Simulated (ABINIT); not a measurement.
# TaN: geometry relaxation (part 2 of 2)

The same run, continued: TaN (Fm-3m, 2 atoms in the cell); Kohn-Sham DFT of a periodic cell, PBEsol, PseudoDojo NC SR PBEsol v0.4.1 standard, no spin polarisation (ABINIT 10.8.3); cutoff 1142.88 eV, 8×8×8 k-mesh, fermi-dirac of 0.05 eV. The structure derives from a Materials Project entry.

Geometry of the input (Å; fractional positions):
```
0.0000  2.2113  2.2113
2.2113  0.0000  2.2113
2.2113  2.2113  0.0000
Ta 0.5000  0.5000  0.5000
N  0.0000  0.0000  0.0000
```

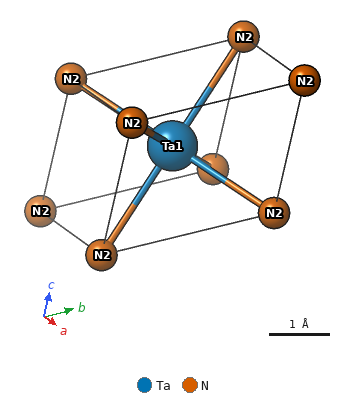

The geometry at step 2 of the log (ball-and-stick view of the cell of the calculation, seen slightly off an axis; atoms are numbered from 1 in the order of the input).

### Output, continued
```
 Cartesian coordinates (xcart) [bohr]
  4.13272346229818E+00  4.13272346229818E+00  4.13272346229818E+00
  0.00000000000000E+00  0.00000000000000E+00  0.00000000000000E+00
 Reduced coordinates (xred)
  5.00000000000000E-01  5.00000000000000E-01  5.00000000000000E-01
  0.00000000000000E+00  0.00000000000000E+00  0.00000000000000E+00
 Cartesian forces (fcart) [Ha/bohr]; max,rms= 0.00000E+00 0.00000E+00 (free atoms)
 -0.00000000000000E+00 -0.00000000000000E+00 -0.00000000000000E+00
 -0.00000000000000E+00 -0.00000000000000E+00 -0.00000000000000E+00
 Gradient of E wrt nuclear positions in reduced coordinates (gred)
  0.00000000000000E+00  0.00000000000000E+00  0.00000000000000E+00
  0.00000000000000E+00  0.00000000000000E+00  0.00000000000000E+00
 Scale of Primitive Cell (acell) [bohr]
  5.84455356991958E+00  5.84455356991958E+00  5.84455356991958E+00
 Real space primitive translations (rprimd) [bohr]
  0.00000000000000E+00  4.13272346229818E+00  4.13272346229818E+00
  4.13272346229818E+00  0.00000000000000E+00  4.13272346229818E+00
  4.13272346229818E+00  4.13272346229818E+00  0.00000000000000E+00
 Unitary Cell Volume (ucvol) [Bohr^3]=  1.41168900784222E+02
 Angles (23,13,12)= [degrees]
  6.00000000000000E+01  6.00000000000000E+01  6.00000000000000E+01
 Lengths [Bohr]
  5.84455356991958E+00  5.84455356991958E+00  5.84455356991958E+00
 Stress tensor in cartesian coordinates (strten) [Ha/bohr^3]
 -5.75365783260506E-06  0.00000000000000E+00  0.00000000000000E+00
  0.00000000000000E+00 -5.75365783258772E-06  0.00000000000000E+00
  0.00000000000000E+00  0.00000000000000E+00 -5.75365783257731E-06
 Total energy (etotal) [Ha]= -7.54942800287357E+01

 Difference of energy with previous step (new-old):
           Absolute (Ha)=-8.90571E-04
           Relative     =-1.17966E-05

--- Iteration: ( 3/50) Internal Cycle: (1/1)
--------------------------------------------------------------------------------

---SELF-CONSISTENT-FIELD CONVERGENCE--------------------------------------------

--- !BeginCycle
iteration_state: {dtset: 1, itime: 3, icycle: 1, }
solver: {iscf: 7, nstep: 80, nline: 4, wfoptalg: 0, }
tolerances: {tolvrs: 1.00E-12, }
...

     iter   Etot(hartree)      deltaE(h)  residm     vres2
 ETOT  1  -75.494279825851    -7.549E+01 5.088E-07 4.315E-03
 ETOT  2  -75.494280188879    -3.630E-07 3.045E-07 1.877E-04
 ETOT  3  -75.494280187754     1.125E-09 1.267E-07 2.445E-04
 ETOT  4  -75.494280222145    -3.439E-08 1.899E-07 6.882E-07
 ETOT  5  -75.494280222198    -5.318E-11 7.820E-08 8.214E-09
 ETOT  6  -75.494280222198     4.832E-13 1.176E-07 4.543E-12
 ETOT  7  -75.494280222200    -2.032E-12 4.876E-08 8.076E-14

 At SCF step    7       vres2   =  8.08E-14 < tolvrs=  1.00E-12 =>converged.

 Cartesian components of stress tensor (hartree/bohr^3)
  sigma(1 1)=  2.57506976E-07  sigma(3 2)=  0.00000000E+00
  sigma(2 2)=  2.57506976E-07  sigma(3 1)=  0.00000000E+00
  sigma(3 3)=  2.57506976E-07  sigma(2 1)=  0.00000000E+00

--- !ResultsGS
iteration_state: {dtset: 1, itime: 3, icycle: 1, }
comment   : Summary of ground state results
lattice_vectors:
- [  0.0000000,   4.1334108,   4.1334108, ]
- [  4.1334108,   0.0000000,   4.1334108, ]
- [  4.1334108,   4.1334108,   0.0000000, ]
lattice_lengths: [   5.84553,    5.84553,    5.84553, ]
lattice_angles: [ 60.000,  60.000,  60.000, ] # degrees, (23, 13, 12)
lattice_volume:   1.4123934E+02
convergence: {deltae: -2.032E-12, res2:  8.076E-14, residm:  4.876E-08, diffor: null, }
etotal    :  -7.54942802E+01
entropy   :   0.00000000E+00
fermie    :   6.10377181E-01
cartesian_stress_tensor: # hartree/bohr^3
- [  2.57506976E-07,   0.00000000E+00,   0.00000000E+00, ]
- [  0.00000000E+00,   2.57506976E-07,   0.00000000E+00, ]
- [  0.00000000E+00,   0.00000000E+00,   2.57506976E-07, ]
pressure_GPa:  -7.5761E-03
xred      :
- [  5.0000E-01,   5.0000E-01,   5.0000E-01, Ta]
- [  0.0000E+00,   0.0000E+00,   0.0000E+00,  N]
cartesian_forces: # hartree/bohr
- [ -0.00000000E+00,  -0.00000000E+00,  -0.00000000E+00, ]
- [ -0.00000000E+00,  -0.00000000E+00,  -0.00000000E+00, ]
force_length_stats: {min:   0.00000000E+00, max:   0.00000000E+00, mean:   0.00000000E+00, }
...

 Integrated electronic density in atomic spheres:
 ------------------------------------------------
 Atom  Sphere_radius  Integrated_density
    1        2.00000          9.30967820
    2        2.00000          5.38382819

---OUTPUT-----------------------------------------------------------------------

 Cartesian coordinates (xcart) [bohr]
  4.13341075948302E+00  4.13341075948302E+00  4.13341075948302E+00
  0.00000000000000E+00  0.00000000000000E+00  0.00000000000000E+00
 Reduced coordinates (xred)
  5.00000000000000E-01  5.00000000000000E-01  5.00000000000000E-01
  0.00000000000000E+00  0.00000000000000E+00  0.00000000000000E+00
 Cartesian forces (fcart) [Ha/bohr]; max,rms= 0.00000E+00 0.00000E+00 (free atoms)
 -0.00000000000000E+00 -0.00000000000000E+00 -0.00000000000000E+00
 -0.00000000000000E+00 -0.00000000000000E+00 -0.00000000000000E+00
 Gradient of E wrt nuclear positions in reduced coordinates (gred)
  0.00000000000000E+00  0.00000000000000E+00  0.00000000000000E+00
  0.00000000000000E+00  0.00000000000000E+00  0.00000000000000E+00
 Scale of Primitive Cell (acell) [bohr]
  5.84552555491976E+00  5.84552555491976E+00  5.84552555491976E+00
 Real space primitive translations (rprimd) [bohr]
  0.00000000000000E+00  4.13341075948302E+00  4.13341075948302E+00
  4.13341075948302E+00  0.00000000000000E+00  4.13341075948302E+00
  4.13341075948302E+00  4.13341075948302E+00  0.00000000000000E+00
 Unitary Cell Volume (ucvol) [Bohr^3]=  1.41239344252597E+02
 Angles (23,13,12)= [degrees]
  6.00000000000000E+01  6.00000000000000E+01  6.00000000000000E+01
 Lengths [Bohr]
  5.84552555491976E+00  5.84552555491976E+00  5.84552555491976E+00
 Stress tensor in cartesian coordinates (strten) [Ha/bohr^3]
  2.57506975676752E-07  0.00000000000000E+00  0.00000000000000E+00
  0.00000000000000E+00  2.57506975680222E-07  0.00000000000000E+00
  0.00000000000000E+00  0.00000000000000E+00  2.57506975666344E-07
 Total energy (etotal) [Ha]= -7.54942802222000E+01

 Difference of energy with previous step (new-old):
           Absolute (Ha)=-1.93464E-07
           Relative     =-2.56264E-09

--- Iteration: ( 4/50) Internal Cycle: (1/1)
--------------------------------------------------------------------------------

---SELF-CONSISTENT-FIELD CONVERGENCE--------------------------------------------

--- !BeginCycle
iteration_state: {dtset: 1, itime: 4, icycle: 1, }
solver: {iscf: 7, nstep: 80, nline: 4, wfoptalg: 0, }
tolerances: {tolvrs: 1.00E-12, }
...

     iter   Etot(hartree)      deltaE(h)  residm     vres2
 ETOT  1  -75.494280221861    -7.549E+01 3.024E-08 7.923E-06
 ETOT  2  -75.494280222528    -6.675E-10 1.896E-08 3.443E-07
 ETOT  3  -75.494280222526     2.288E-12 2.939E-08 4.483E-07
 ETOT  4  -75.494280222588    -6.199E-11 1.201E-08 1.263E-09
 ETOT  5  -75.494280222588    -5.400E-13 1.854E-08 1.503E-11
 ETOT  6  -75.494280222588     4.690E-13 7.577E-09 8.130E-15

 At SCF step    6       vres2   =  8.13E-15 < tolvrs=  1.00E-12 =>converged.

 Cartesian components of stress tensor (hartree/bohr^3)
  sigma(1 1)=  2.08092286E-10  sigma(3 2)=  0.00000000E+00
  sigma(2 2)=  2.08092280E-10  sigma(3 1)=  0.00000000E+00
  sigma(3 3)=  2.08092286E-10  sigma(2 1)=  0.00000000E+00

--- !ResultsGS
iteration_state: {dtset: 1, itime: 4, icycle: 1, }
comment   : Summary of ground state results
lattice_vectors:
- [  0.0000000,   4.1333813,   4.1333813, ]
- [  4.1333813,   0.0000000,   4.1333813, ]
- [  4.1333813,   4.1333813,   0.0000000, ]
lattice_lengths: [   5.84548,    5.84548,    5.84548, ]
lattice_angles: [ 60.000,  60.000,  60.000, ] # degrees, (23, 13, 12)
lattice_volume:   1.4123632E+02
convergence: {deltae:  4.690E-13, res2:  8.130E-15, residm:  7.577E-09, diffor: null, }
etotal    :  -7.54942802E+01
entropy   :   0.00000000E+00
fermie    :   6.10391562E-01
cartesian_stress_tensor: # hartree/bohr^3
- [  2.08092286E-10,   0.00000000E+00,   0.00000000E+00, ]
- [  0.00000000E+00,   2.08092280E-10,   0.00000000E+00, ]
- [  0.00000000E+00,   0.00000000E+00,   2.08092286E-10, ]
pressure_GPa:  -6.1223E-06
xred      :
- [  5.0000E-01,   5.0000E-01,   5.0000E-01, Ta]
- [  0.0000E+00,   0.0000E+00,   0.0000E+00,  N]
cartesian_forces: # hartree/bohr
- [ -0.00000000E+00,  -0.00000000E+00,  -0.00000000E+00, ]
- [ -0.00000000E+00,  -0.00000000E+00,  -0.00000000E+00, ]
force_length_stats: {min:   0.00000000E+00, max:   0.00000000E+00, mean:   0.00000000E+00, }
...

 Integrated electronic density in atomic spheres:
 ------------------------------------------------
 Atom  Sphere_radius  Integrated_density
    1        2.00000          9.30964669
    2        2.00000          5.38382209

---OUTPUT-----------------------------------------------------------------------

 Cartesian coordinates (xcart) [bohr]
  4.13338130290427E+00  4.13338130290427E+00  4.13338130290427E+00
  0.00000000000000E+00  0.00000000000000E+00  0.00000000000000E+00
 Reduced coordinates (xred)
  5.00000000000000E-01  5.00000000000000E-01  5.00000000000000E-01
  0.00000000000000E+00  0.00000000000000E+00  0.00000000000000E+00
 Cartesian forces (fcart) [Ha/bohr]; max,rms= 0.00000E+00 0.00000E+00 (free atoms)
 -0.00000000000000E+00 -0.00000000000000E+00 -0.00000000000000E+00
 -0.00000000000000E+00 -0.00000000000000E+00 -0.00000000000000E+00
 Gradient of E wrt nuclear positions in reduced coordinates (gred)
  0.00000000000000E+00  0.00000000000000E+00  0.00000000000000E+00
  0.00000000000000E+00  0.00000000000000E+00  0.00000000000000E+00
 Scale of Primitive Cell (acell) [bohr]
  5.84548389702659E+00  5.84548389702659E+00  5.84548389702659E+00
 Real space primitive translations (rprimd) [bohr]
  0.00000000000000E+00  4.13338130290427E+00  4.13338130290427E+00
  4.13338130290427E+00  0.00000000000000E+00  4.13338130290427E+00
  4.13338130290427E+00  4.13338130290427E+00  0.00000000000000E+00
 Unitary Cell Volume (ucvol) [Bohr^3]=  1.41236324665293E+02
 Angles (23,13,12)= [degrees]
  6.00000000000000E+01  6.00000000000000E+01  6.00000000000000E+01
 Lengths [Bohr]
  5.84548389702659E+00  5.84548389702659E+00  5.84548389702659E+00
 Stress tensor in cartesian coordinates (strten) [Ha/bohr^3]
  2.08092286457795E-10  0.00000000000000E+00  0.00000000000000E+00
  0.00000000000000E+00  2.08092279518901E-10  0.00000000000000E+00
  0.00000000000000E+00  0.00000000000000E+00  2.08092286457795E-10
 Total energy (etotal) [Ha]= -7.54942802225880E+01

 Difference of energy with previous step (new-old):
           Absolute (Ha)=-3.87999E-10
           Relative     =-5.13945E-12

 At Broyd/MD step   4, gradients are converged :
  max grad (force/stress) = 2.0809E-08 < tolmxf= 2.0000E-05 ha/bohr (free atoms)

================================================================================

 ----iterations are completed or convergence reached----

 Mean square residual over all n,k,spin=   20.490E-12; max=  75.770E-10
 reduced coordinates (array xred) for    2 atoms
       0.500000000000      0.500000000000      0.500000000000
       0.000000000000      0.000000000000      0.000000000000
 rms dE/dt=  0.0000E+00; max dE/dt=  0.0000E+00; dE/dt below (all hartree)
    1       0.000000000000      0.000000000000      0.000000000000
    2       0.000000000000      0.000000000000      0.000000000000

 cartesian coordinates (angstrom) at end:
    1      2.18729118798561     2.18729118798561     2.18729118798561
    2      0.00000000000000     0.00000000000000     0.00000000000000

 cartesian forces (hartree/bohr) at end:
    1     -0.00000000000000    -0.00000000000000    -0.00000000000000
    2     -0.00000000000000    -0.00000000000000    -0.00000000000000
 frms,max,avg= 0.0000000E+00 0.0000000E+00   0.000E+00  0.000E+00  0.000E+00 h/b

 cartesian forces (eV/Angstrom) at end:
    1     -0.00000000000000    -0.00000000000000    -0.00000000000000
    2     -0.00000000000000    -0.00000000000000    -0.00000000000000
 frms,max,avg= 0.0000000E+00 0.0000000E+00   0.000E+00  0.000E+00  0.000E+00 e/A
 length scales=  5.845483897027  5.845483897027  5.845483897027 bohr
              =  3.093296862908  3.093296862908  3.093296862908 angstroms
 Fermi (or HOMO) energy (hartree) =   0.61039   Average Vxc (hartree)=  -0.52028
 Eigenvalues (hartree) for nkpt=  29  k points:
 kpt#   1, nband= 13, wtk=  0.00195, kpt=  0.0000  0.0000  0.0000 (reduced coord)
  -1.94384   -0.70203   -0.70203   -0.70203   -0.08655    0.46622    0.46622    0.46622
   0.52935    0.52935    0.52935    0.61064    0.61064
      occupation numbers for kpt#   1
   2.00000    2.00000    2.00000    2.00000    2.00000    2.00000    2.00000    2.00000
   2.00000    2.00000    2.00000    0.93213    0.93213
 prteigrs : prtvol=0 or 1, do not print more k-points.

--- !EnergyTerms
iteration_state     : {dtset: 1, itime: 4, icycle: 1, }
comment             : Components of total free energy in Hartree
kinetic             :  2.43803302168775E+01
hartree             :  7.39869166111274E+00
xc                  : -1.78171696869550E+01
Ewald energy        : -6.23659204078111E+01
psp_core            :  3.43758618411374E+00
local_psp           : -3.40507434023619E+01
non_local_psp       :  3.52319145514520E+00
internal            : -7.54940339798789E+01
'-kT*entropy'       : -2.46242709095687E-04
total_energy        : -7.54942802225880E+01
total_energy_eV     : -2.05430401849917E+03
band_energy         : -5.04143504722461E+00
...

 Cartesian components of stress tensor (hartree/bohr^3)
  sigma(1 1)=  2.08092286E-10  sigma(3 2)=  0.00000000E+00
  sigma(2 2)=  2.08092280E-10  sigma(3 1)=  0.00000000E+00
  sigma(3 3)=  2.08092286E-10  sigma(2 1)=  0.00000000E+00

-Cartesian components of stress tensor (GPa)         [Pressure= -6.1223E-06 GPa]
- sigma(1 1)=  6.12228644E-06  sigma(3 2)=  0.00000000E+00
- sigma(2 2)=  6.12228623E-06  sigma(3 1)=  0.00000000E+00
- sigma(3 3)=  6.12228644E-06  sigma(2 1)=  0.00000000E+00

== END DATASET(S) ==============================================================
================================================================================

 -outvars: echo values of variables after computation  --------
            acell      5.8454838970E+00  5.8454838970E+00  5.8454838970E+00 Bohr
           etotal     -7.5494280223E+01
            fcart     -0.0000000000E+00 -0.0000000000E+00 -0.0000000000E+00
                      -0.0000000000E+00 -0.0000000000E+00 -0.0000000000E+00
            rprim      0.0000000000E+00  7.0710678119E-01  7.0710678119E-01
                       7.0710678119E-01  0.0000000000E+00  7.0710678119E-01
                       7.0710678119E-01  7.0710678119E-01  0.0000000000E+00
           strten      2.0809228646E-10  2.0809227952E-10  2.0809228646E-10
                       0.0000000000E+00  0.0000000000E+00  0.0000000000E+00
           xangst      2.1872911880E+00  2.1872911880E+00  2.1872911880E+00
                       0.0000000000E+00  0.0000000000E+00  0.0000000000E+00
             xred      5.0000000000E-01  5.0000000000E-01  5.0000000000E-01
                       0.0000000000E+00  0.0000000000E+00  0.0000000000E+00
 Calculation completed.
```

### Trajectory as extended XYZ (Å, eV, eV/Å), 4 frames, from step=0 to step=3
```
2
Lattice="0.0000 2.2113 2.2113 2.2113 0.0000 2.2113 2.2113 2.2113 0.0000" Properties=species:S:1:pos:R:3:forces:R:3 step=0 energy=-2054.27978
Ta    2.2113    2.2113    2.2113    0.0000   0.0000   0.0000
N     0.0000    0.0000    0.0000    0.0000   0.0000   0.0000
2
Lattice="0.0000 2.1869 2.1869 2.1869 0.0000 2.1869 2.1869 2.1869 0.0000" Properties=species:S:1:pos:R:3:forces:R:3 step=1 energy=-2054.30401
Ta    2.1869    2.1869    2.1869    0.0000   0.0000   0.0000
N     0.0000    0.0000    0.0000    0.0000   0.0000   0.0000
2
Lattice="0.0000 2.1873 2.1873 2.1873 0.0000 2.1873 2.1873 2.1873 0.0000" Properties=species:S:1:pos:R:3:forces:R:3 step=2 energy=-2054.30402
Ta    2.1873    2.1873    2.1873    0.0000   0.0000   0.0000
N     0.0000    0.0000    0.0000    0.0000   0.0000   0.0000
2
Lattice="0.0000 2.1873 2.1873 2.1873 0.0000 2.1873 2.1873 2.1873 0.0000" Properties=species:S:1:pos:R:3:forces:R:3 step=3 energy=-2054.30402
Ta    2.1873    2.1873    2.1873    0.0000   0.0000   0.0000
N     0.0000    0.0000    0.0000    0.0000   0.0000   0.0000
```

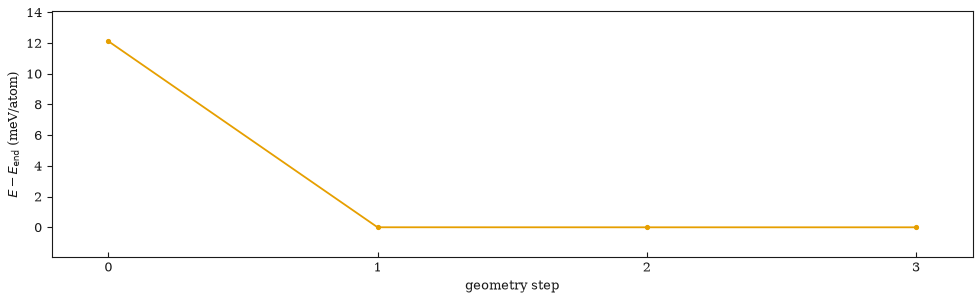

Progress of the relaxation, step by step (steps are counted from 0).

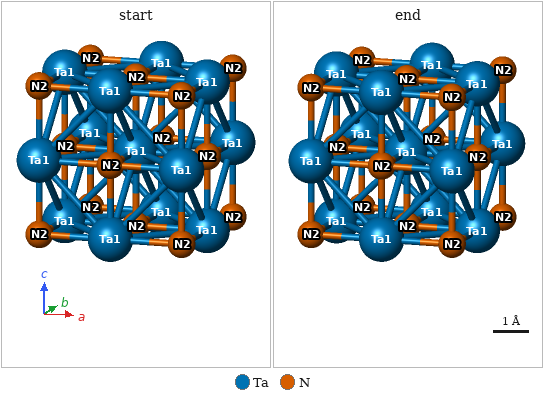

Before (left) and after (right) the relaxation, at one scale (ball-and-stick view of the cell 4 times as large as that of the calculation, set on its symmetry axes, seen slightly off an axis). No atom moves by more than 0.005 Å relative to the cell. Cell: a = b = c 4.423 → 4.375 Å (−1.1 %). Volume −3.2 %. Among the contacts that change: Ta1–Ta1 3.127 → 3.093 Å, Ta1–N2 2.211 → 2.187 Å. The space group stays Fm-3m (No. 225). Over 3 geometry steps the energy falls by 12.1 meV per atom. All forces vanish by symmetry, so only the cell relaxes. (Atoms are counted from 1 in the order of the input.)

### Summary

| quantity | value |
| --- | --- |
| outcome | converged |
| space group (tolerance 0.01 Å) | Fm-3m (225) |
| electrons treated | 18 |
| free energy | −2054.3040 eV |
| Fermi energy | 16.610 eV |
| gap on the k-point mesh | none (metallic) |
| pressure | 0.00 GPa |
| final volume | 20.93 Å³ |
| largest force (length of the vector) at the end | under 0.001 eV/Å |
| final cell | a = 3.093 Å, b = 3.093 Å, c = 3.093 Å, α = 60.00°, β = 60.00°, γ = 60.00° |
| hardware | 1 thread of Arm Neoverse V2, 24 GiB of memory available, shared host |
| wall time | 83 s |
| peak memory | 0.09 GiB |

### Notes

Spin–orbit coupling is left out, which matters for Ta.
